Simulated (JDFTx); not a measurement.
**A series of single points on Ni**

System: Ni (Fm-3m, 1 atom in the cell).
Method: Kohn-Sham DFT of a periodic cell, PBEsol, PseudoDojo-SR-PBEsol-0.4.1-standard, spin-polarised (JDFTx 1.7.0 (patched build)).

The 7 runs differ only in the geometry, by an even scaling of the cell at fixed fractional positions. The structure derives from a Materials Project entry.

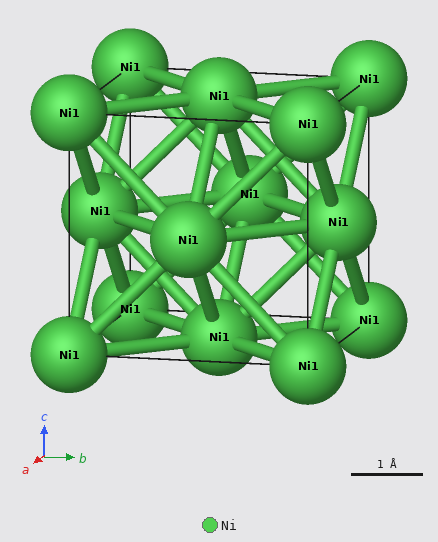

Figure 1. The structure of run 4 (ball-and-stick view of the cell 4 times as large as that of the calculation, set on its symmetry axes, seen slightly off an axis; atoms are numbered from 1 in the order of the input). An atom can appear more than once, as a periodic image.

## Input of run 4
```
lattice \
    0.0000000000     3.2835369649     3.2835369649 \
    3.2835369649     0.0000000000     3.2835369649 \
    3.2835369649     3.2835369649     0.0000000000
coords-type Lattice
ion Ni     0.0000000000     0.0000000000     0.0000000000 1

ion-species pseudo/Ni.upf
elec-cutoff 49
elec-ex-corr gga-PBEsol
kpoint-folding 13 13 13
elec-smearing Fermi 0.0018374661
elec-n-bands 15
spintype z-spin
initial-magnetic-moments Ni 1
elec-initial-magnetization 1 no
electronic-SCF nIterations 100 energyDiffThreshold 1e-09
electronic-minimize nIterations 30 energyDiffThreshold 1e-7
forces-output-coords Cartesian

dump-name run.$VAR
dump End Ecomponents EigStats BandEigs Kpoints Forces Stress ElecDensity Dtot
```

Command:
```bash
jdftx -c 1 -i Ni.in -o Ni.out
```

Lattice vectors (Å) and fractional positions of run 4:
```
   0.000000    1.737573    1.737573
   1.737573    0.000000    1.737573
   1.737573    1.737573    0.000000
Ni  0.000000  0.000000  0.000000
```

Run 5 differs from it as follows:
```diff
-    0.0000000000     3.2835369649     3.2835369649 \
-    3.2835369649     0.0000000000     3.2835369649 \
-    3.2835369649     3.2835369649     0.0000000000
+    0.0000000000     3.3052828766     3.3052828766 \
+    3.3052828766     0.0000000000     3.3052828766 \
+    3.3052828766     3.3052828766     0.0000000000
```

## Results, with one run withheld

| run | volume per atom (Å³) | free energy per atom, from the lowest run given (meV) | pressure (GPa) |
| --- | --- | --- | --- |
| 1 | 9.862 | 19.89 | 13.33 |
| 2 | 10.072 | 6.31 | 7.44 |
| 3 | 10.282 | 0.00 | 2.21 |
| 4 | 10.492 | 0.16 | −2.44 |
| 5 | 10.702 | ? | ? |
| 6 | 10.912 | 17.08 | −10.21 |
| 7 | 11.122 | 32.60 | −13.50 |

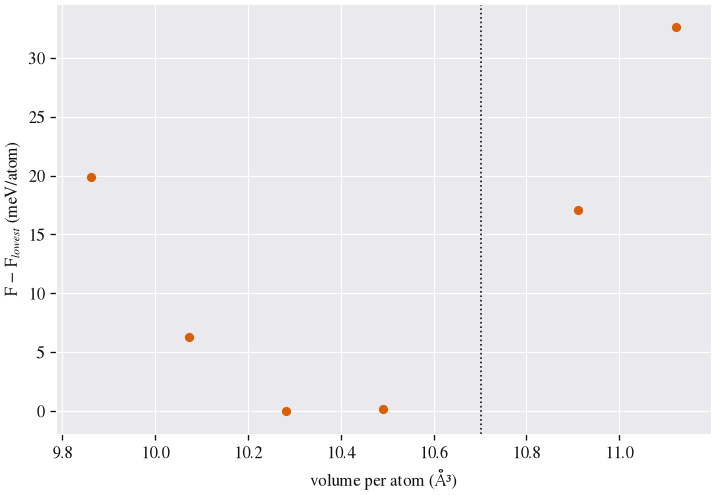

Figure 2. Free energy per atom of the runs given; the dotted line marks run 5.

Estimate the energy of run 5 from the others.

A cubic polynomial in V^(−2/3) (the Birch–Murnaghan form), fitted to the 6 runs given, misses them by at most 0.01 meV per atom. With x = V^(−2/3) − 0.20933 Å⁻², it reads F = −0.42641 − 620.89 x + 3.7829e+05 x² + 7.9548e+05 x³ (meV per atom). At run 5 it gives 6.07 meV per atom, and the run itself gives 6.08. The slope of the fit gives a pressure −dF/dV of −6.53 GPa there, and the run prints −6.58 GPa. The two needn't agree exactly: the fit is approximate, and the printed stress is taken on a finite basis. The fit has its minimum at 10.380 Å³ per atom, where V d²F/dV² gives 230 GPa: the bulk modulus at this level, since symmetry fixes the shape and the positions.

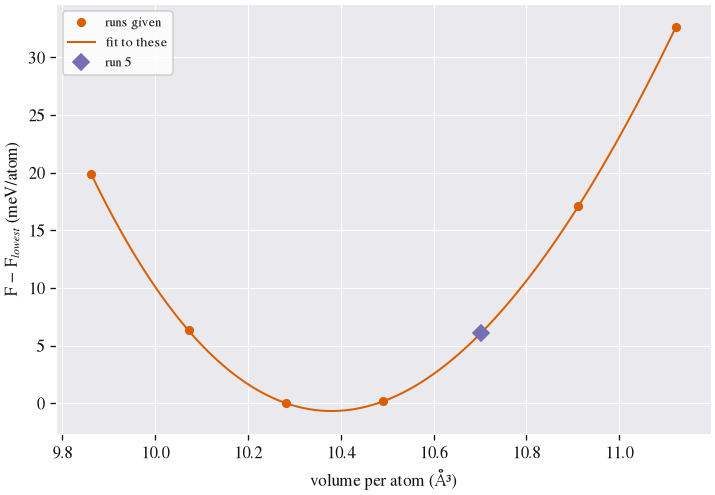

Figure 3. The fit and the withheld run.

## Some lines of the output (run 5)
```
[...]
unit cell volume = 72.2197
     Etot =     -164.0812922552499629
        F =     -164.0817850275099659
	HOMO-LUMO gap: +0.001205
	Optical gap  : +0.003748 at state 132 ( [ +0.000000 +0.461538 -0.461538 ] spin -1 )
```
